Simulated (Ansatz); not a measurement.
**Iron, bcc under PBE: how the k-point mesh moves the result**

A convergence test of the k-point mesh. The geometry was relaxed under PBE beforehand and stays fixed; 8 values are run, from 3×3×3 to 23×23×23. Wanted are the values from which on the energy stays within 10 and 1 meV/atom, and the pressure within 0.5 GPa, of the last run. Within the series other settings stay, but some runs also write fields, which adds to their time. Spin polarisation is left out.

Method: DFT PBE, plane waves with PAW, scalar-relativistic, in Ansatz 0.2.0.

**1. The system as given**

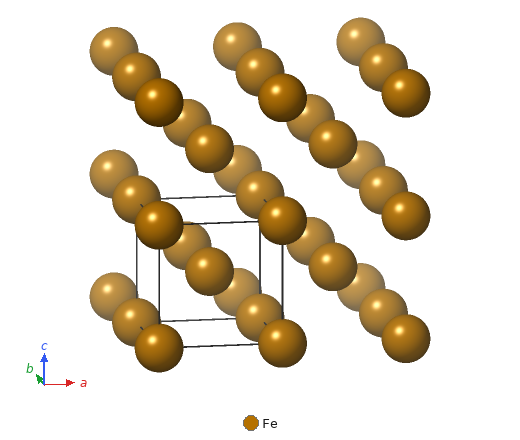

The structure, seen slightly off an axis (iron orange). 2×2×2 conventional cells are drawn; the run uses a primitive one. Any atoms on the faces are drawn again on the opposite ones.

Structure file:

```
Fe
1.0
    -1.38080    1.38080    1.38080
     1.38080   -1.38080    1.38080
     1.38080    1.38080   -1.38080
Fe
1
Direct
  0.00000 0.00000 0.00000
```

**2. Run at 3×3×3**

The run at 3×3×3.

input.yaml reads:

```yaml
crystal:
  lattice:
    - [-1.3807996972, 1.3807996972, 1.3807996972]
    - [1.3807996972, -1.3807996972, 1.3807996972]
    - [1.3807996972, 1.3807996972, -1.3807996972]
  atoms:
    - { symbol: Fe, position: [0.0, 0.0, 0.0] }
hamiltonian:
  xc: pbe
  pseudopotentials:
    kind: paw
    azcp:
      Fe: "pseudopotentials/Fe.paw.azcp"
basis:
  ecutwfc: 420
  fft_grid_basis: typed
kpoints:
  mp_grid: { grid: [3, 3, 3], shift: [0, 0, 0] }
magnetization:
  spin_polarized: false
scf:
  occupations: { method: fermi_dirac, width: 0.1 }
  lower_state_search: "off"
output:
  stress: true
  write_density: true
  write_potential: true
  elf: true
  volumetric_format: npy
```

Launch:

```sh
$ ansatz run input.yaml --threads 1 --pin off --max-ram 3584MiB --backend cpu --events-out ev --progress --plain --runs-dir out
```

Standard output, cut to the lines that bear on the results:

```text
[...]
Pseudopotentials: kind: paw
Pseudopotential: Fe, paw, valence charge 16, recommended cutoff 420 eV (normal), <dir>
Functional definition: PBE
[...]
Crystal: 1 atoms, lattice volume = 10.531 Å³
Basis set: ecut = 420 eV, 201 PW (Γ)
Bands: 12, of which v1, the nominal top of the filled ones, is band 8 counted from 1 (7 counted from 0)
Symmetry: 48 space group operations
Space group: Im-3m (ITA 229), of the structure as read, at distance tolerance 2.2e-5 Å
k-points: 4 of 27
[...]
SCF iter   1: F=—  HF=-4479.473521 eV  |F-HF|=—  |Δ(HF+E_count)|=         —  Δρ=1.88e-2  dr2=2.20e-2  ethr=1.77e-3  ⟨swp⟩=4.5  Hψ=249  notcnv=0
[...]
SCF iter   6: F=-4479.467822 eV  HF=-4479.467822 eV  |F-HF|=1.70e-10  |Δ(HF+E_count)|=   2.50e-8  Δρ=6.74e-6  dr2=1.17e-9  ethr=6.25e-10  ⟨swp⟩=8.0  Hψ=317  notcnv=0
[...]
SCF converged after 6 iterations
Free energy (F): -4479.467822 eV
[...]
E sigma→0 (E₀):  -4479.380321 eV
Entropy (-TS):   -0.175002 eV (-175.002 meV/atom)
Fermi energy:    20.325296 eV
[...]
--- Stress (GPa, compression-positive) ---
       17.887045      -0.000000      -0.000000
        0.000000      17.887045      -0.000000
        0.000000       0.000000      17.887045
  P = ⅓ Tr σ = 17.8870 GPa (178.870 kbar)
--- Band table (eV) ---
  k-point 0: bands = ["-66.9788", "-32.7031", "-32.7031", "-32.7031", "11.4161", "18.4950", "18.4950", "18.4950", "20.2493", "20.2493", "45.2802", "45.2802"]
[...]
```

It took 0.58 s on 1 thread of Intel Xeon Platinum 8259CL at 2.50GHz (Skylake/Cascade Lake), shared host; peak memory 0.44 GiB.

**3. Run at 4×4×4**

The run at 4×4×4.

Changes to input.yaml since step 2:

```diff
@@ -17,3 +17,3 @@
 kpoints:
-  mp_grid: { grid: [3, 3, 3], shift: [0, 0, 0] }
+  mp_grid: { grid: [4, 4, 4], shift: [0, 0, 0] }
 magnetization:
```

Launch:

```sh
$ ansatz run input.yaml --threads 1 --pin off --max-ram 3584MiB --backend cpu --events-out ev --progress --plain --runs-dir out
```

Standard output, cut to the lines that bear on the results:

```text
[...]
[... 3 set-up lines as earlier in the session ...]
[...]
Crystal: 1 atoms, lattice volume = 10.531 Å³
Basis set: ecut = 420 eV, 201 PW (Γ)
Bands: 12, of which v1, the nominal top of the filled ones, is band 8 counted from 1 (7 counted from 0)
[... 2 set-up lines as earlier in the session ...]
k-points: 8 of 64
[...]
SCF iter   1: F=—  HF=-4480.040457 eV  |F-HF|=—  |Δ(HF+E_count)|=         —  Δρ=3.40e-2  dr2=4.32e-2  ethr=1.77e-3  ⟨swp⟩=4.8  Hψ=517  notcnv=0
[...]
SCF iter   7: F=-4480.031172 eV  HF=-4480.031172 eV  |F-HF|=1.69e-10  |Δ(HF+E_count)|=   7.70e-9  Δρ=1.87e-6  dr2=1.76e-10  ethr=2.74e-10  ⟨swp⟩=5.2  Hψ=481  notcnv=0
[...]
SCF converged after 7 iterations
Free energy (F): -4480.031172 eV
[...]
E sigma→0 (E₀):  -4479.973718 eV
Entropy (-TS):   -0.114908 eV (-114.908 meV/atom)
Fermi energy:    20.503986 eV
[...]
--- Stress (GPa, compression-positive) ---
        0.693385      -0.000000       0.000000
       -0.000000       0.693385       0.000000
        0.000000      -0.000000       0.693385
  P = ⅓ Tr σ = 0.6934 GPa (6.934 kbar)
--- Band table (eV; the first three rows and the last of 8) ---
  k-point 0: bands = ["-66.5734", "-32.3125", "-32.3125", "-32.3125", "11.4334", "18.8065", "18.8065", "18.8065", "20.5613", "20.5613", "45.2681", "45.2681"]
[...]
```

Wall time 0.76 s (1 thread of Intel Xeon Platinum 8259CL at 2.50GHz (Skylake/Cascade Lake), shared host); peak memory 0.44 GiB.

**4. Run at 6×6×6**

The run at 6×6×6.

Changes to input.yaml since step 3:

```diff
@@ -17,3 +17,3 @@
 kpoints:
-  mp_grid: { grid: [4, 4, 4], shift: [0, 0, 0] }
+  mp_grid: { grid: [6, 6, 6], shift: [0, 0, 0] }
 magnetization:
```

Launch:

```sh
$ ansatz run input.yaml --threads 1 --pin off --max-ram 3584MiB --backend cpu --events-out ev --progress --plain --runs-dir out
```

Standard output, cut to the lines that bear on the results:

```text
[...]
[... 3 set-up lines as earlier in the session ...]
[...]
Crystal: 1 atoms, lattice volume = 10.531 Å³
Basis set: ecut = 420 eV, 201 PW (Γ)
Bands: 12, of which v1, the nominal top of the filled ones, is band 8 counted from 1 (7 counted from 0)
[... 2 set-up lines as earlier in the session ...]
k-points: 16 of 216
[...]
SCF iter   1: F=—  HF=-4480.005455 eV  |F-HF|=—  |Δ(HF+E_count)|=         —  Δρ=6.70e-3  dr2=2.45e-3  ethr=1.77e-3  ⟨swp⟩=4.7  Hψ=1016  notcnv=0
[...]
SCF iter   6: F=-4480.004918 eV  HF=-4480.004918 eV  |F-HF|=0.00e0  |Δ(HF+E_count)|=  3.82e-11  Δρ=1.54e-7  dr2=5.30e-13  ethr=1.00e-12  ⟨swp⟩=4.4  Hψ=998  notcnv=0
[...]
SCF converged after 6 iterations
Free energy (F): -4480.004918 eV
[...]
E sigma→0 (E₀):  -4479.948734 eV
Entropy (-TS):   -0.112367 eV (-112.367 meV/atom)
Fermi energy:    20.514134 eV
[...]
--- Stress (GPa, compression-positive) ---
        1.455999       0.000000      -0.000000
        0.000000       1.455999      -0.000000
        0.000000       0.000000       1.455999
  P = ⅓ Tr σ = 1.4560 GPa (14.560 kbar)
--- Band table (eV; the first three rows and the last of 16) ---
  k-point 0: bands = ["-66.7299", "-32.4635", "-32.4635", "-32.4635", "11.4280", "18.6826", "18.6826", "18.6826", "20.4453", "20.4453", "45.2759", "45.2759"]
[...]
```

Wall time 0.73 s (1 thread of Intel Xeon Platinum 8259CL at 2.50GHz (Skylake/Cascade Lake), shared host); peak memory 0.45 GiB.

**5. Run at 8×8×8**

The run at 8×8×8.

Changes to input.yaml since step 4:

```diff
@@ -17,3 +17,3 @@
 kpoints:
-  mp_grid: { grid: [6, 6, 6], shift: [0, 0, 0] }
+  mp_grid: { grid: [8, 8, 8], shift: [0, 0, 0] }
 magnetization:
```

Launch:

```sh
$ ansatz run input.yaml --threads 1 --pin off --max-ram 3584MiB --backend cpu --events-out ev --progress --plain --runs-dir out
```

Standard output, cut to the lines that bear on the results:

```text
[...]
[... 3 set-up lines as earlier in the session ...]
[...]
Crystal: 1 atoms, lattice volume = 10.531 Å³
Basis set: ecut = 420 eV, 201 PW (Γ)
Bands: 12, of which v1, the nominal top of the filled ones, is band 8 counted from 1 (7 counted from 0)
[... 2 set-up lines as earlier in the session ...]
k-points: 29 of 512
[...]
SCF iter   1: F=—  HF=-4480.073430 eV  |F-HF|=—  |Δ(HF+E_count)|=         —  Δρ=2.98e-3  dr2=2.15e-4  ethr=1.77e-3  ⟨swp⟩=4.8  Hψ=1811  notcnv=0
[...]
SCF iter   6: F=-4480.073459 eV  HF=-4480.073459 eV  |F-HF|=0.00e0  |Δ(HF+E_count)|=  9.19e-11  Δρ=2.43e-7  dr2=1.04e-12  ethr=7.44e-12  ⟨swp⟩=4.5  Hψ=1799  notcnv=0
[...]
SCF converged after 6 iterations
Free energy (F): -4480.073459 eV
[...]
E sigma→0 (E₀):  -4480.022764 eV
Entropy (-TS):   -0.101390 eV (-101.390 meV/atom)
Fermi energy:    20.467417 eV
[...]
--- Stress (GPa, compression-positive) ---
       -0.172496      -0.000000       0.000000
        0.000000      -0.172496      -0.000000
       -0.000000       0.000000      -0.172496
  P = ⅓ Tr σ = -0.1725 GPa (-1.725 kbar)
--- Band table (eV; the first three rows and the last of 29) ---
  k-point 0: bands = ["-66.7751", "-32.5066", "-32.5066", "-32.5066", "11.4266", "18.6502", "18.6502", "18.6502", "20.4093", "20.4093", "45.2792", "45.2792"]
[...]
```

It took 0.89 s on 1 thread of Intel Xeon Platinum 8259CL at 2.50GHz (Skylake/Cascade Lake), shared host; peak memory 0.44 GiB.

**6. Run at 10×10×10**

The run at 10×10×10.

Changes to input.yaml since step 5:

```diff
@@ -17,3 +17,3 @@
 kpoints:
-  mp_grid: { grid: [8, 8, 8], shift: [0, 0, 0] }
+  mp_grid: { grid: [10, 10, 10], shift: [0, 0, 0] }
 magnetization:
@@ -25,5 +25 @@
   stress: true
-  write_density: true
-  write_potential: true
-  elf: true
-  volumetric_format: npy
```

Launch:

```sh
$ ansatz run input.yaml --threads 1 --pin off --max-ram 3584MiB --backend cpu --events-out ev --progress --plain --runs-dir out
```

Standard output, cut to the lines that bear on the results:

```text
[...]
[... 3 set-up lines as earlier in the session ...]
[...]
Crystal: 1 atoms, lattice volume = 10.531 Å³
Basis set: ecut = 420 eV, 201 PW (Γ)
Bands: 12, of which v1, the nominal top of the filled ones, is band 8 counted from 1 (7 counted from 0)
[... 2 set-up lines as earlier in the session ...]
k-points: 47 of 1000
[...]
SCF iter   1: F=—  HF=-4480.062019 eV  |F-HF|=—  |Δ(HF+E_count)|=         —  Δρ=3.68e-3  dr2=2.55e-4  ethr=1.77e-3  ⟨swp⟩=4.8  Hψ=2926  notcnv=0
[...]
SCF iter   6: F=-4480.062039 eV  HF=-4480.062039 eV  |F-HF|=0.00e0  |Δ(HF+E_count)|=   1.12e-9  Δρ=2.24e-7  dr2=1.47e-12  ethr=3.52e-12  ⟨swp⟩=1.5  Hψ=1767  notcnv=0
[...]
SCF converged after 6 iterations
Free energy (F): -4480.062039 eV
[...]
E sigma→0 (E₀):  -4480.008971 eV
Entropy (-TS):   -0.106136 eV (-106.136 meV/atom)
Fermi energy:    20.426256 eV
[...]
--- Stress (GPa, compression-positive) ---
        0.161083       0.000000      -0.000000
        0.000000       0.161083      -0.000000
        0.000000      -0.000000       0.161083
  P = ⅓ Tr σ = 0.1611 GPa (1.611 kbar)
```

It took 0.84 s on 1 thread of Intel Xeon Platinum 8259CL at 2.50GHz (Skylake/Cascade Lake), shared host; peak memory 0.44 GiB.

**7. Run at 13×13×13**

The run at 13×13×13.

Changes to input.yaml since step 6:

```diff
@@ -17,3 +17,3 @@
 kpoints:
-  mp_grid: { grid: [10, 10, 10], shift: [0, 0, 0] }
+  mp_grid: { grid: [13, 13, 13], shift: [0, 0, 0] }
 magnetization:
@@ -25 +25,5 @@
   stress: true
+  write_density: true
+  write_potential: true
+  elf: true
+  volumetric_format: npy
```

Launch:

```sh
$ ansatz run input.yaml --threads 1 --pin off --max-ram 3584MiB --backend cpu --events-out ev --progress --plain --runs-dir out
```

Standard output, cut to the lines that bear on the results:

```text
[...]
[... 3 set-up lines as earlier in the session ...]
[...]
Crystal: 1 atoms, lattice volume = 10.531 Å³
Basis set: ecut = 420 eV, 201 PW (Γ)
Bands: 12, of which v1, the nominal top of the filled ones, is band 8 counted from 1 (7 counted from 0)
[... 2 set-up lines as earlier in the session ...]
k-points: 84 of 2197
[...]
SCF iter   1: F=—  HF=-4480.061699 eV  |F-HF|=—  |Δ(HF+E_count)|=         —  Δρ=2.30e-3  dr2=1.24e-4  ethr=1.77e-3  ⟨swp⟩=4.9  Hψ=5253  notcnv=0
[...]
SCF iter   6: F=-4480.061705 eV  HF=-4480.061705 eV  |F-HF|=1.82e-12  |Δ(HF+E_count)|=  2.11e-10  Δρ=1.59e-7  dr2=1.18e-12  ethr=2.72e-12  ⟨swp⟩=4.5  Hψ=5023  notcnv=0
[...]
SCF converged after 6 iterations
Free energy (F): -4480.061705 eV
[...]
E sigma→0 (E₀):  -4480.008671 eV
Entropy (-TS):   -0.106069 eV (-106.069 meV/atom)
Fermi energy:    20.434170 eV
[...]
--- Stress (GPa, compression-positive) ---
        0.141772       0.000000      -0.000000
        0.000000       0.141772       0.000000
       -0.000000      -0.000000       0.141772
  P = ⅓ Tr σ = 0.1418 GPa (1.418 kbar)
--- Band table (eV; the first three rows and the last of 84) ---
  k-point 0: bands = ["-66.7945", "-32.5252", "-32.5252", "-32.5252", "11.4259", "18.6369", "18.6369", "18.6369", "20.3930", "20.3930", "45.2793", "45.2793"]
[...]
```

It took 2 s on 1 thread of Intel Xeon Platinum 8259CL at 2.50GHz (Skylake/Cascade Lake), shared host; peak memory 0.47 GiB.

**8. Run at 17×17×17**

The run at 17×17×17.

Changes to input.yaml since step 7:

```diff
@@ -17,3 +17,3 @@
 kpoints:
-  mp_grid: { grid: [13, 13, 13], shift: [0, 0, 0] }
+  mp_grid: { grid: [17, 17, 17], shift: [0, 0, 0] }
 magnetization:
@@ -25,5 +25 @@
   stress: true
-  write_density: true
-  write_potential: true
-  elf: true
-  volumetric_format: npy
```

Launch:

```sh
$ ansatz run input.yaml --threads 1 --pin off --max-ram 3584MiB --backend cpu --events-out ev --progress --plain --runs-dir out
```

Standard output, cut to the lines that bear on the results:

```text
[...]
[... 3 set-up lines as earlier in the session ...]
[...]
Crystal: 1 atoms, lattice volume = 10.531 Å³
Basis set: ecut = 420 eV, 201 PW (Γ)
Bands: 12, of which v1, the nominal top of the filled ones, is band 8 counted from 1 (7 counted from 0)
[... 2 set-up lines as earlier in the session ...]
k-points: 165 of 4913
[...]
SCF iter   1: F=—  HF=-4480.061969 eV  |F-HF|=—  |Δ(HF+E_count)|=         —  Δρ=2.85e-3  dr2=2.18e-4  ethr=1.77e-3  ⟨swp⟩=4.8  Hψ=10340  notcnv=0
[...]
SCF iter   6: F=-4480.061956 eV  HF=-4480.061956 eV  |F-HF|=0.00e0  |Δ(HF+E_count)|=  1.08e-10  Δρ=1.12e-7  dr2=3.52e-13  ethr=1.00e-12  ⟨swp⟩=1.3  Hψ=5551  notcnv=0
[...]
SCF converged after 6 iterations
Free energy (F): -4480.061956 eV
[...]
E sigma→0 (E₀):  -4480.009171 eV
Entropy (-TS):   -0.105570 eV (-105.570 meV/atom)
Fermi energy:    20.427685 eV
[...]
--- Stress (GPa, compression-positive) ---
        0.129641       0.000000      -0.000000
       -0.000000       0.129641      -0.000000
        0.000000       0.000000       0.129641
  P = ⅓ Tr σ = 0.1296 GPa (1.296 kbar)
```

Wall time 2.1 s (1 thread of Intel Xeon Platinum 8259CL at 2.50GHz (Skylake/Cascade Lake), shared host); peak memory 0.47 GiB.

**9. Run at 23×23×23**

The run at 23×23×23.

Changes to input.yaml since step 8:

```diff
@@ -17,3 +17,3 @@
 kpoints:
-  mp_grid: { grid: [17, 17, 17], shift: [0, 0, 0] }
+  mp_grid: { grid: [23, 23, 23], shift: [0, 0, 0] }
 magnetization:
@@ -25 +25,5 @@
   stress: true
+  write_density: true
+  write_potential: true
+  elf: true
+  volumetric_format: npy
```

Launch:

```sh
$ ansatz run input.yaml --threads 1 --pin off --max-ram 3584MiB --backend cpu --events-out ev --progress --plain --runs-dir out
```

Standard output, cut to the lines that bear on the results:

```text
[...]
[... 3 set-up lines as earlier in the session ...]
[...]
Crystal: 1 atoms, lattice volume = 10.531 Å³
Basis set: ecut = 420 eV, 201 PW (Γ)
Bands: 12, of which v1, the nominal top of the filled ones, is band 8 counted from 1 (7 counted from 0)
[... 2 set-up lines as earlier in the session ...]
k-points: 364 of 12167
[...]
SCF iter   1: F=—  HF=-4480.062044 eV  |F-HF|=—  |Δ(HF+E_count)|=         —  Δρ=2.81e-3  dr2=2.50e-4  ethr=1.77e-3  ⟨swp⟩=4.9  Hψ=22870  notcnv=0
[...]
SCF iter   6: F=-4480.062018 eV  HF=-4480.062018 eV  |F-HF|=9.09e-13  |Δ(HF+E_count)|=  2.18e-11  Δρ=1.41e-7  dr2=6.73e-13  ethr=1.00e-12  ⟨swp⟩=4.3  Hψ=20876  notcnv=0
[...]
SCF converged after 6 iterations
Free energy (F): -4480.062018 eV
[...]
E sigma→0 (E₀):  -4480.009299 eV
Entropy (-TS):   -0.105438 eV (-105.438 meV/atom)
Fermi energy:    20.426474 eV
[...]
--- Stress (GPa, compression-positive) ---
        0.119492       0.000000      -0.000000
        0.000000       0.119492       0.000000
        0.000000       0.000000       0.119492
  P = ⅓ Tr σ = 0.1195 GPa (1.195 kbar)
--- Band table (eV; the first three rows and the last of 364) ---
  k-point 0: bands = ["-66.8014", "-32.5319", "-32.5319", "-32.5319", "11.4256", "18.6319", "18.6319", "18.6319", "20.3875", "20.3875", "45.2796", "45.2796"]
[...]
```

Run time: 5 s. Hardware: 1 thread of Intel Xeon Platinum 8259CL at 2.50GHz (Skylake/Cascade Lake), shared host; peak memory 0.52 GiB.

**10. All values side by side**

Differences are taken from the run at 23×23×23.

| k-mesh | k-points | E(σ → 0) (meV/atom) | P (GPa) | SCF cycles | CPU time |
| --- | --- | --- | --- | --- | --- |
| 3×3×3 | 4 | 628.98 | 17.89 | 6 | 0.57 s |
| 4×4×4 | 8 | 35.58 | 0.69 | 7 | 0.74 s |
| 6×6×6 | 16 | 60.56 | 1.46 | 6 | 0.73 s |
| 8×8×8 | 29 | -13.47 | -0.17 | 6 | 0.88 s |
| 10×10×10 | 47 | 0.33 | 0.16 | 6 | 0.83 s |
| 13×13×13 | 84 | 0.63 | 0.14 | 6 | 2 s |
| 17×17×17 | 165 | 0.13 | 0.13 | 6 | 2.1 s |
| 23×23×23 | 364 | 0.00 | 0.12 | 6 | 5 s |

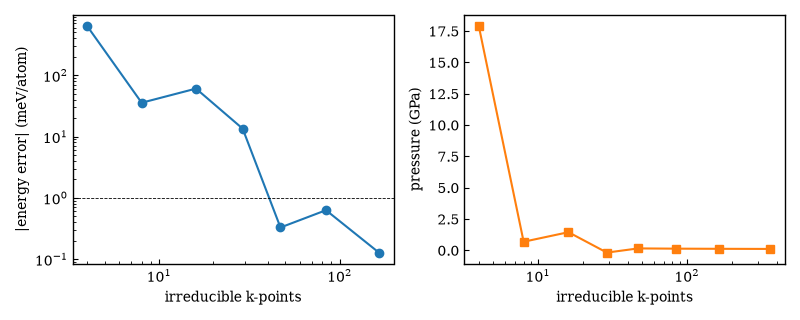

Energy and pressure against the k-point mesh; the dashed line marks 1 meV/atom.

**11. What came out**

```
                                           quantity                        value
      E(σ → 0) stays within 10 meV/atom of 23×23×23             from 10×10×10 on
                   E(σ → 0) stays within 1 meV/atom             from 10×10×10 on
                      pressure stays within 0.5 GPa                from 8×8×8 on
                               pressure at 23×23×23                     0.12 GPa
                    CPU time, dearest over cheapest                          8.9
energy of a separate run on a finer mesh (26×26×26)  -0.2 meV/atom from 23×23×23
```

The far end, 3×3×3, lies +629.0 meV/atom and +17.8 GPa from the yardstick. Convergence in k is not monotonic; the energy swings about its limit. 1 meV/atom needs 10×10×10. A Fermi surface needs many points. A run on a finer mesh agrees with the yardstick to 1 meV/atom. The cell taken over is 11 % smaller than the measured one (11.78 Å³/atom, COD), which weighs on all values here.

Real Fe is ferromagnetic; without spin these runs don't describe its ground state.
